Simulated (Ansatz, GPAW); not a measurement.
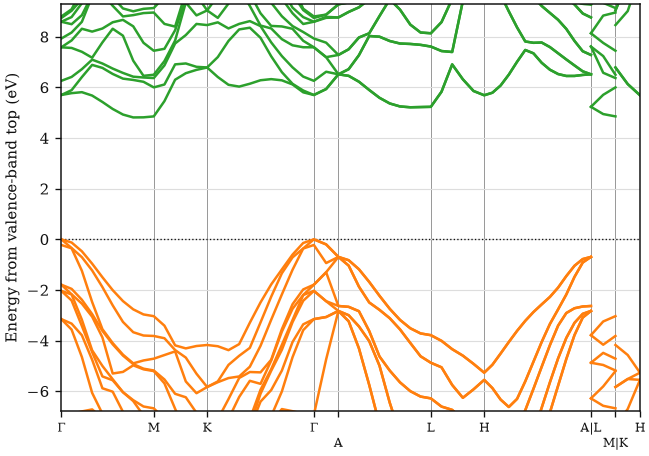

Band structure. Energies are counted from the top of the valence band.

Which system does the plot belong to?
A. zincblende GdO, space group F-43m (No. 216), 2 atoms in the primitive cell (cubic a = 5.400 Å); PBEsol
B. Al2O3, space group Pnnm (No. 58), 10 atoms in the cell (a = 4.61 Å, b = 9.56 Å, c = 3.12 Å, α = 90.00°, β = 90.00°, γ = 90.00°); PBE
C. C, space group P6_3/mmc (No. 194), 8 atoms in the cell (a = 2.522 Å, c = 8.237 Å (hexagonal axes)); SCAN

C. The material is gapped. The gap along this path is 4.81 eV and indirect, from the valence-band top at Γ to the conduction-band bottom between Γ and M; the smallest direct gap is 5.70 eV, at Γ. At M the lowest conduction band lies only 0.04 eV higher. Two bands meet at the valence-band top at Γ: it is doubly degenerate (spin aside). The top valence band spans 5.3 eV and the lowest conduction band 2.7 eV. A hexagonal (primitive) lattice: the path Γ–M–K–Γ–A–L–H–A|L–M|K–H runs through the special points of its Brillouin zone.

Computed with GPAW: SCAN, GPAW PAW data sets (gpaw-data 1.2.1), no spin polarisation, no spin-orbit coupling, 7×7×2 k mesh, 800 eV cutoff, Fermi-Dirac smearing of 0.05 eV.

The k mesh is coarse. The PAW data sets were made with another functional. LDA, GGA and most meta-GGA functionals understate gaps. The cell is at −6 GPa in this functional. This is a hexagonal form of diamond, not graphite.
